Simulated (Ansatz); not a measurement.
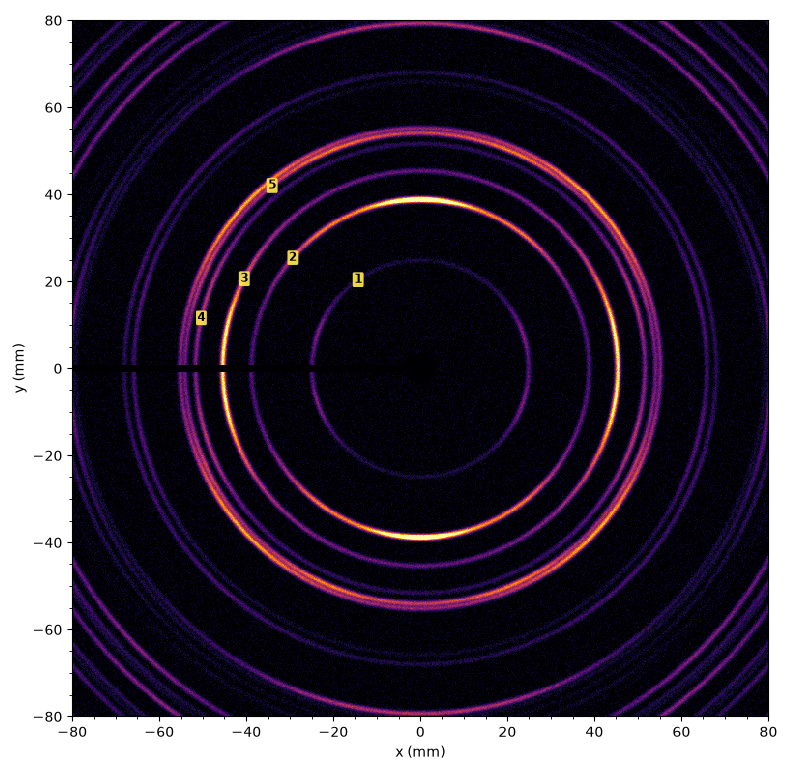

Simulated X-ray powder rings on a flat area detector normal to the beam: λ = 0.7107 Å, sample-to-detector distance 140 mm, axes in mm from the beam centre, for a sample with fibre texture (March–Dollase model, fibre axis vertical in the picture). Kinematic intensities with B = 0.8 Å² for all atoms, without absorption; brightness goes as intensity to the power 0.6, clipped at the top, with counting noise. Reflections closer than the ring width show as one ring.

The sample is Ru, space group Cmcm, a = 2.789 Å, b = 8.089 Å, c = 2.752 Å, α = 90.00°, β = 90.00°, γ = 90.00°. Basis of the simulation: the input geometry of an electronic-structure calculation (not necessarily at equilibrium); the starting structure was generated, so it need not be a known form of this composition.

Q: Index rings 1 to 5.

A:
| ring | radius | 2θ (°) | d (Å) | hkl |
| --- | --- | --- | --- | --- |
| 1 | 24.9 mm | 10.08 | 4.04 | 020 |
| 2 | 38.8 mm | 15.49 | 2.64 | 110 |
| 3 | 45.4 mm | 17.97 | 2.28 | 021 |
| 4 | 51.6 mm | 20.24 | 2.02 | 040 |
| 5 | 54.1 mm | 21.12 | 1.939 | 130 |

Q: Which lattice planes lie preferentially normal to the fibre axis?

A: The (1 1 0) planes: ring 2 is concentrated at the top and bottom of the pattern (March parameter 0.35).
